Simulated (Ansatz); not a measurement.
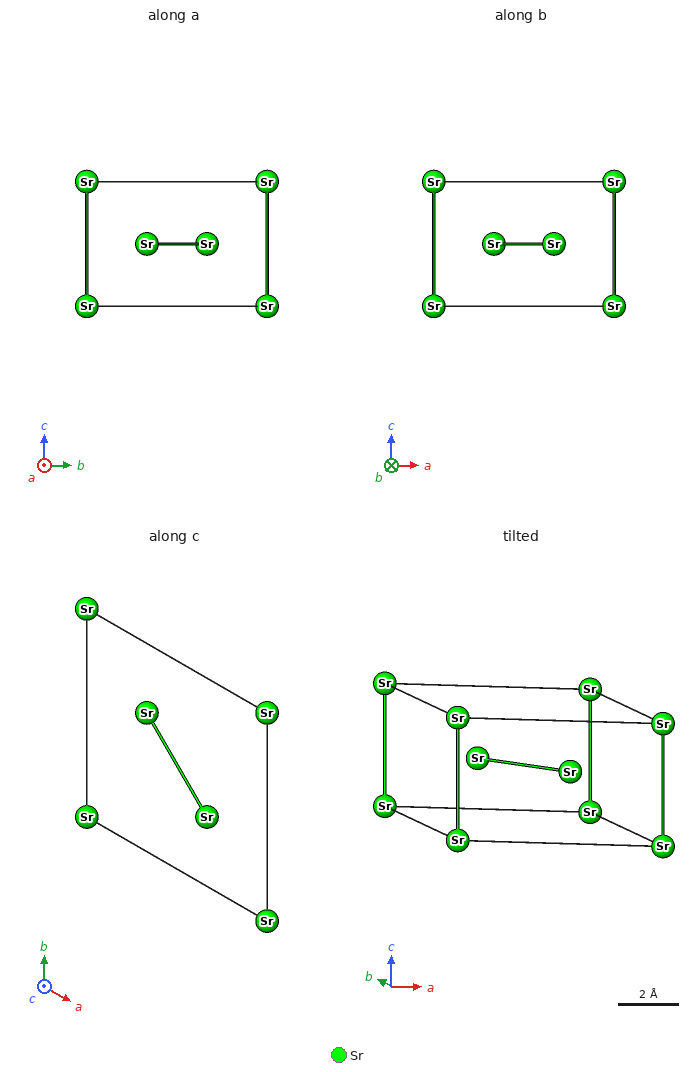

Crystal structure, ball-and-stick style, seen along the a axis, along the b axis, along the c axis and slightly off an axis. The frame is the conventional unit cell; atoms at its boundary are shown with their periodic copies.

Lattice parameters: a = 7.046 Å, b = 7.046 Å, c = 4.222 Å, α = 90.00°, β = 90.00°, γ = 120.00°. Put a along x and b in the xy plane.

### Write down what is shown as a POSCAR file.

```
Sr
1.0
     7.046    0.000    0.000
    -3.523    6.102    0.000
     0.000    0.000    4.222
Sr
3
Direct
  0.0000 0.0000 0.0000
  0.3333 0.6667 0.5000
  0.6667 0.3333 0.5000
```

The model was built from a structure type filled with this element by a generator (whether the element takes this form wasn't checked). Earlier steps of the study may have refined or changed the cell and positions. Ansatz was used for an electronic-structure calculation on it.
